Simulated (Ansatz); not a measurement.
SiC2

Input

```
crystal:
  lattice:
    - [2.46491, 0.0, 0.0]
    - [-1.23245, 2.13467, 0.0]
    - [0.0, 0.0, 7.12745]
  atoms:
    - { symbol: Si, position: [0.0, 0.0, 0.0] }
    - { symbol: C, position: [0.33333, 0.66667, 0.5] }
    - { symbol: C, position: [0.66667, 0.33333, 0.5] }
hamiltonian:
  xc: { exchange: pbe, correlation: pbe, exx: { coeff: 0.2, omega: 0.2 } }
  pseudopotentials: { kind: paw }
kpoints:
  mp_grid: { grid: [6, 6, 2] }
scf:
  occupations: { method: fermi_dirac, width: 0.05 }
output:
  forces: true
  stress: true
  eigenvalues: true
  write_density: true
  write_potential: true
  elf: true
  volumetric_format: npy
```

Below, planes, directions and counts refer to the conventional cell (a = 2.46 Å, b = 2.46 Å, c = 7.13 Å, α = 90.00°, β = 90.00°, γ = 120.00°).

Space group P6/mmm; a generated structure, not necessarily the stable one.

Theory: Ansatz 0.2.0, Kohn-Sham DFT of a periodic cell, HSE06 form with a typed share of exact exchange, Ansatz PAW.

The density is the valence pseudo-density of a PAW calculation; it isn't the true density close to the nuclei.

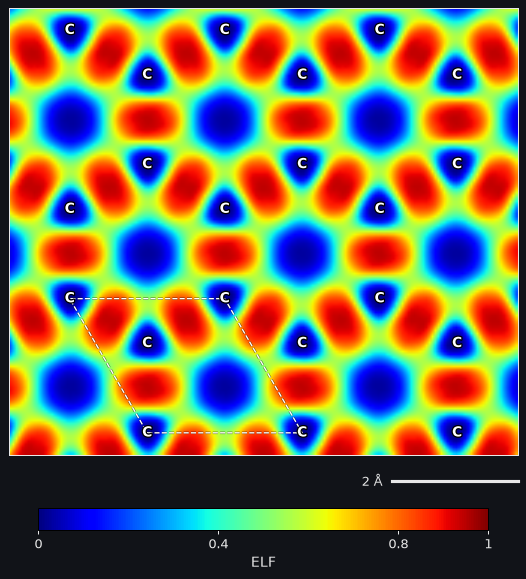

Figure 1. Electron localisation function on the (001) plane of the conventional cell.

Interpret the plot.

- The plane passes through C nuclei.
- C–C (1.42 Å): the ELF peaks at about 0.95 between the atoms.

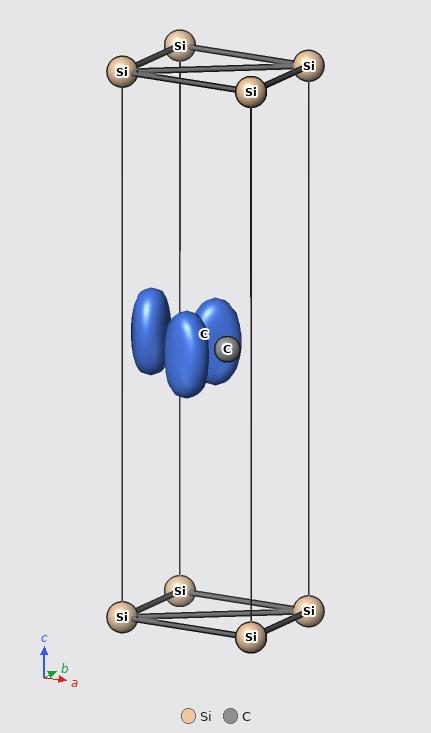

Figure 2. Isosurface of the ELF at 0.85 (blue), seen slightly off an axis. Only the valence region is drawn (cores and ρ < 0.01 e/Å³ removed). Sticks mark near contacts.

Where are the electrons localised?

At this value the surface marks out three regions between bonded C–C atoms, counted in one cell of 3 atoms. Regions shared between cells count once.


 Si–Si (2.46 Å): the ELF peaks at about 0.70 between the atoms.

Metal or insulator at this level of theory?

It is metallic or semimetallic at this level of theory: no gap opens.
